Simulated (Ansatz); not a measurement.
Geometry relaxation, with input and output: Cu (part 2 of 2)

Continued. System: Cu (Fm-3m, 1 atom in the cell). Method: DFT PBE+D3(BJ), scalar-relativistic, plane waves, PAW, no spin polarisation (Ansatz 0.2.0); cutoff 420 eV, 20×20×20 k-mesh, Gaussian smearing of 0.1 eV. The structure derives from an entry of the Crystallography Open Database.

Geometry of the input (Å; fractional positions):
```
0.0000  1.8075  1.8075
1.8075  0.0000  1.8075
1.8075  1.8075  0.0000
Cu 0.0000  0.0000  0.0000
```

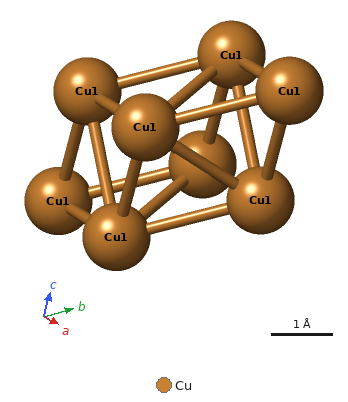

Fig. 1: The geometry at step 3 of the log (ball-and-stick view of the cell of the calculation, seen slightly off an axis; atoms are numbered from 1 in the order of the input).

Log, continued:
```
SCF iter   1: F=—  HF=-6625.768667 eV  |F-HF|=—  |Δ(HF+E_count)|=         —  Δρ=1.29e-4  dr2=1.21e-6  ethr=6.65e-9  ⟨swp⟩=1.7  Hψ=21068  notcnv=0
preconditioner: auto → none  [metal: Δε(μ)=0.064 eV  Ē_g=17.551 eV  σ=0.100 eV  W_gap=0.33  n_scr=0 (ndim 8)  ℏωp=36.6 eV  f_vac=0.000  D(μ)=0.26/eV (n_scr^D=0)]
SCF iter   2: F=—  HF=-6625.768666 eV  |F-HF|=—  |Δ(HF+E_count)|=   1.24e-6  Δρ=1.05e-5  dr2=6.69e-9  ethr=6.35e-9  ⟨swp⟩=2.2  Hψ=4892  notcnv=0
iter 3 did not close the SCF: its close was put off for the readings that it lacked (scf_convergence_deferred on its scf_iter line)
SCF iter   3: F=-6625.768666 eV  HF=-6625.768666 eV  |F-HF|=3.18e-9  |Δ(HF+E_count)|=   1.07e-8  Δρ=7.22e-6  dr2=4.90e-9  ethr=3.52e-11  ⟨swp⟩=2.0  Hψ=5927  notcnv=0
iter 4 did not close the SCF: its close was put off for the readings that it lacked (scf_convergence_deferred on its scf_iter line)
SCF iter   4: F=-6625.768666 eV  HF=-6625.768666 eV  |F-HF|=6.09e-11  |Δ(HF+E_count)|=   1.27e-9  Δρ=9.07e-7  dr2=2.19e-11  ethr=2.58e-11  ⟨swp⟩=2.4  Hψ=5006  notcnv=0
iter 5 did not close the SCF: its close was put off for the readings that it lacked (scf_convergence_deferred on its scf_iter line)
SCF iter   5: F=-6625.768666 eV  HF=-6625.768666 eV  |F-HF|=9.09e-13  |Δ(HF+E_count)|=  7.91e-11  Δρ=5.92e-8  dr2=2.11e-13  ethr=1.00e-12  ⟨swp⟩=2.0  Hψ=5093  notcnv=0
SCF iter   6: F=-6625.768666 eV  HF=-6625.768666 eV  |F-HF|=1.82e-12  |Δ(HF+E_count)|=  9.09e-13  Δρ=5.10e-9  dr2=7.68e-16  ethr=1.00e-12  ⟨swp⟩=3.0  Hψ=12505  notcnv=0
SCF 6 converged in 6 iterations: F = -6625.768666 eV  dr2 = 7.68e-16
relax step   6: F+E_penalty+E_count = -6625.76866582 eV  Δ(F+E_penalty+E_count) = +2.789e-6 eV  max|allowed force component| = 0.000e0 eV/Å  Δτ_max = 0.0000 Å  P = +0.000 GPa  Ω = 11.312 Å³  energy of the carried Pulay correction = -3.500e-6 eV  (6 SCF iters, accepted)
iter 1 solved again at ethr=2.69e-11 eV; its pass at ethr=3.10e-3 eV (dr2=5.10e-9 eV) is discarded
SCF iter   1: F=—  HF=-6625.768672 eV  |F-HF|=—  |Δ(HF+E_count)|=         —  Δρ=1.33e-6  dr2=3.37e-11  ethr=2.69e-11  ⟨swp⟩=4.6  Hψ=31827  notcnv=0
preconditioner: auto → none  [metal: Δε(μ)=0.064 eV  Ē_g=17.550 eV  σ=0.100 eV  W_gap=0.33  n_scr=0 (ndim 8)  ℏωp=36.6 eV  f_vac=0.000  D(μ)=0.26/eV (n_scr^D=0)]
SCF iter   2: F=—  HF=-6625.768671 eV  |F-HF|=—  |Δ(HF+E_count)|=   9.78e-7  Δρ=8.78e-7  dr2=3.53e-11  ethr=1.00e-12  ⟨swp⟩=2.5  Hψ=5376  notcnv=0
iter 3 did not close the SCF: its close was put off for the readings that it lacked (scf_convergence_deferred on its scf_iter line)
SCF iter   3: F=-6625.768671 eV  HF=-6625.768671 eV  |F-HF|=1.00e-11  |Δ(HF+E_count)|=  1.82e-11  Δρ=3.28e-7  dr2=5.46e-12  ethr=1.00e-12  ⟨swp⟩=1.0  Hψ=3584  notcnv=0
iter 4 did not close the SCF: its close was put off for the readings that it lacked (scf_convergence_deferred on its scf_iter line)
SCF iter   4: F=-6625.768671 eV  HF=-6625.768671 eV  |F-HF|=9.09e-13  |Δ(HF+E_count)|=  1.82e-12  Δρ=4.80e-8  dr2=5.55e-14  ethr=1.00e-12  ⟨swp⟩=1.0  Hψ=3584  notcnv=0
iter 5 did not close the SCF: its close was put off for the readings that it lacked (scf_convergence_deferred on its scf_iter line)
SCF iter   5: F=-6625.768671 eV  HF=-6625.768671 eV  |F-HF|=0.00e0  |Δ(HF+E_count)|=    0.00e0  Δρ=1.57e-8  dr2=1.56e-14  ethr=1.00e-12  ⟨swp⟩=1.0  Hψ=3584  notcnv=0
iter 6 did not close the SCF: its close was put off for the readings that it lacked (scf_convergence_deferred on its scf_iter line)
SCF iter   6: F=-6625.768671 eV  HF=-6625.768671 eV  |F-HF|=0.00e0  |Δ(HF+E_count)|=  9.09e-13  Δρ=2.00e-9  dr2=2.46e-16  ethr=1.00e-12  ⟨swp⟩=1.0  Hψ=3584  notcnv=0
SCF iter   7: F=-6625.768671 eV  HF=-6625.768671 eV  |F-HF|=9.09e-13  |Δ(HF+E_count)|=  9.09e-13  Δρ=5.81e-10  dr2=2.03e-17  ethr=1.00e-12  ⟨swp⟩=1.7  Hψ=8993  notcnv=0
SCF 7 converged in 7 iterations: F = -6625.768671 eV  dr2 = 2.03e-17
relax step   7: F+E_penalty+E_count = -6625.76867087 eV  Δ(F+E_penalty+E_count) = -5.047e-6 eV  max|allowed force component| = 0.000e0 eV/Å  Δτ_max = 0.0000 Å  P = -0.001 GPa  Ω = 11.312 Å³  stress off target by 5.58e-4 GPa  SCF on the basis re-selected at this cell (its energy is not comparable with the rows above)  (7 SCF iters)
```

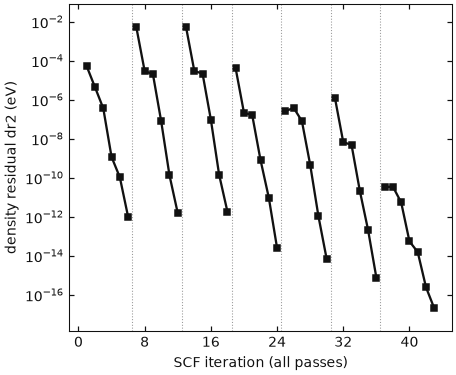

Fig. 2: Convergence of the self-consistent field: density residual dr2 against the SCF iteration. The dotted lines part the SCF passes of the relaxation: geometry steps, rejected trials and re-solves on a re-selected basis. The 7 passes take 6 to 7 iterations each, 43 in all.

```
basis re-selected at this cell: Δ(F+E_penalty+E_count) = -5.047e-6 eV, ΔP = -0.001 GPa vs the last step (what re-selecting the basis moved, of the pressure what is left beyond the Pulay correction that the steps carried, after the strain that the cell walked since its last selection, with what the two solves' SCF thresholds leave and, on support functions, any second-order correction that the steps lacked; it is no measure of the basis error at this ecutwfc). This SCF's stress stands 5.58e-4 GPa from its target on what of the cell is left free (relax.cell.stress_tol is 5.00e-2 GPa) and its largest allowed force component is 0.00e0 eV/Å (relax.f_tol is 5.00e-3 eV/Å): within both
SCF converged after 7 iterations
Free energy (F): -6625.768671 eV
Harris-Foulkes:  -6625.768671 eV  (|F-HF|=9.09e-13)
Internal energy: -6625.767360 eV  (E = F + TS)
E sigma→0 (E₀):  -6625.768016 eV
Entropy (-TS):   -0.001310 eV (-1.310 meV/atom)
Fermi energy:    17.701970 eV
--- Per-component energies (eV) ---
  E_band       = -343.549334
  E_kinetic    = 300.543877
  E_local      = -3970.480040  (includes V_loc(G=0)·N_el)
  E_nonlocal   = 389.269066
  E_hartree    = 1751.958925
  E_xc         = -89.991227
  E_vxc        = -116.164796  (∫ρ·V_xc dr)
  E_paw        = -1662.243489  (= ΣΔE_a)
  E_vpaw       = -450.635532  (= ΣTr[D̂ρ^β])
  E_aug_tail   = 0.000240  (compensation charges beyond the density's cutoff)
  E_ewald      = -3344.214825
  E_disp       = -0.609888  (pairwise vdW)
  E_smearing   = -0.001310  (= −TS)
  E_closure    = -0.000000  (closes the sum)
  Σ components = -6625.768671   (vs F -6625.768671, Δ=0.00e0)
--- Forces (eV/Å), atoms counted from 1 ---
  atom   1  Cu    -0.00000000     0.00000000    -0.00000000
  max |Σ_I F_I| component: 2.05e-31 eV/Å
--- Stress (GPa, compression-positive) ---
       -0.000558       0.000000       0.000000
        0.000000      -0.000558      -0.000000
        0.000000      -0.000000      -0.000558
  P = ⅓ Tr σ = -0.0006 GPa (-0.006 kbar)
--- Band table (eV; the first three rows and the last of 256) ---
  k-point 0: bands = ["-94.9636", "-52.2642", "-52.2642", "-52.2642", "7.9717", "14.5822", "14.5822", "14.5822", "15.4737", "15.4737", "40.6737", "43.5076", "43.5076", "43.5076"]
  k-point 1: bands = ["-94.9632", "-52.2673", "-52.2646", "-52.2646", "8.0660", "14.5609", "14.6011", "14.6011", "15.4660", "15.4660", "40.2054", "42.2331", "43.1992", "43.1992"]
  k-point 2: bands = ["-94.9619", "-52.2764", "-52.2660", "-52.2660", "8.3460", "14.5017", "14.6516", "14.6516", "15.4488", "15.4488", "38.2276", "41.4992", "42.6026", "42.6026"]
  k-point 255: bands = ["-94.9412", "-52.3489", "-52.3489", "-52.3135", "13.3636", "14.0225", "14.0225", "15.4246", "16.2448", "24.0649", "24.0649", "26.2337", "26.8731", "46.5288"]
--- Relaxed structure (5 steps of the walk, 5 accepted, 2 SCFs on fresh bases) ---
  F+E_penalty+E_count = -6625.76867087 eV   max|allowed force component| = 0.000e0 eV/Å   (the final SCF, on the basis selected at the relaxed cell)
  cell:  # Å, volume = 11.3116 Å³
    - [-3.184607470130855e-36, 1.781685797185901, 1.781685797185901]
    - [1.781685797185901, 3.917067249784196e-34, 1.781685797185901]
    - [1.781685797185901, 1.781685797185901, 3.343837896587731e-34]
  atoms:
    - { symbol: Cu, position: [0.0, 0.0, 0.0] }
```

Trajectory as extended XYZ (Å, eV, eV/Å), 7 frames, from step=1 to step=7:
```
1
Lattice="0.0000 1.8075 1.8075 1.8075 0.0000 1.8075 1.8075 1.8075 0.0000" Properties=species:S:1:pos:R:3:forces:R:3 step=1 energy=-6625.75818 pressure_GPa=-6.45
Cu    0.0000    0.0000    0.0000    0.0000   0.0000   0.0000
1
Lattice="0.0000 1.7942 1.7942 1.7942 0.0000 1.7942 1.7942 1.7942 0.0000" Properties=species:S:1:pos:R:3:forces:R:3 step=2 energy=-6625.76638 pressure_GPa=-3.34
Cu    0.0000    0.0000    0.0000    0.0000   0.0000   0.0000
1
Lattice="0.0000 1.7803 1.7803 1.7803 0.0000 1.7803 1.7803 1.7803 0.0000" Properties=species:S:1:pos:R:3:forces:R:3 step=3 energy=-6625.76915 pressure_GPa=0.34
Cu    0.0000    0.0000    0.0000    0.0000   0.0000   0.0000
1
Lattice="0.0000 1.7815 1.7815 1.7815 0.0000 1.7815 1.7815 1.7815 0.0000" Properties=species:S:1:pos:R:3:forces:R:3 step=4 energy=-6625.76916 pressure_GPa=0.00
Cu    0.0000    0.0000    0.0000    0.0000   0.0000   0.0000
1
Lattice="0.0000 1.7815 1.7815 1.7815 0.0000 1.7815 1.7815 1.7815 0.0000" Properties=species:S:1:pos:R:3:forces:R:3 step=5 energy=-6625.76867 pressure_GPa=0.06
Cu    0.0000    0.0000    0.0000    0.0000   0.0000   0.0000
1
Lattice="0.0000 1.7817 1.7817 1.7817 0.0000 1.7817 1.7817 1.7817 0.0000" Properties=species:S:1:pos:R:3:forces:R:3 step=6 energy=-6625.76867 pressure_GPa=0.00
Cu    0.0000    0.0000    0.0000    0.0000   0.0000   0.0000
1
Lattice="0.0000 1.7817 1.7817 1.7817 0.0000 1.7817 1.7817 1.7817 0.0000" Properties=species:S:1:pos:R:3:forces:R:3 step=7 energy=-6625.76867 pressure_GPa=-0.00
Cu    0.0000    0.0000    0.0000    0.0000   0.0000   0.0000
```

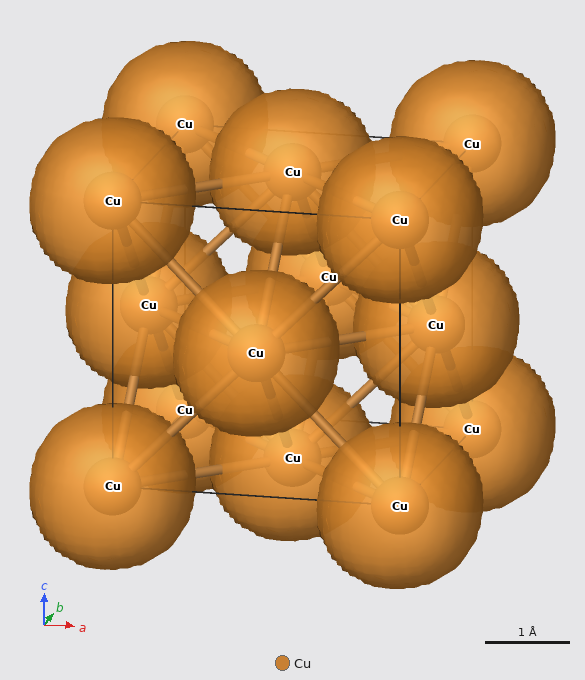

Fig. 3: Isosurface of the valence charge density (pseudo) at 0.4 e/Å³ (orange), seen slightly off an axis. Sticks mark near contacts. The outline is the cell set on symmetry axes. At this value the density breaks into separate islands; it holds about 90 % of the electrons treated as valence (semicore included). It is pinched off along the Cu–Cu (2.52 Å) contacts. On the grid the lowest density along these lines, outside the cores, is 0.28 e/Å³ (Cu–Cu, 2.52 Å). In a PAW calculation such maps are meaningful between the atoms, not at the nuclei.

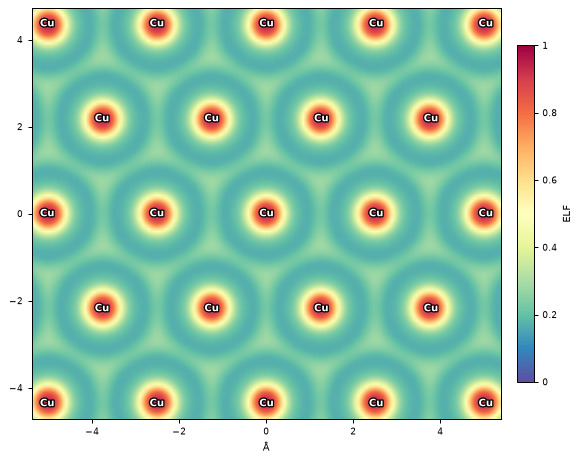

Fig. 4: ELF on the (111) plane of the conventional cell. The section cuts through Cu sites. Cu–Cu (2.52 Å): the ELF is about 0.20 at the midpoint; no shared electron pair. The strong features right at Cu lie inside the PAW spheres (semicore, d or f shells) and say nothing about bonding.

Key numbers:

```csv
quantity,value
outcome,converged
space group (tolerance 0.01 Å),Fm-3m (225)
electrons treated,19
free energy,−6625.7687 eV
Fermi energy,17.702 eV
gap on the k-point mesh,none (metallic)
pressure,0.00 GPa
final volume,11.31 Å³
largest force (length of the vector) at the end,under 0.001 eV/Å
final cell,"a = 2.520 Å, b = 2.520 Å, c = 2.520 Å, α = 60.00°, β = 60.00°, γ = 60.00°"
wall time,5.2 s (CPU time 17 s)
peak memory,0.42 GiB
```
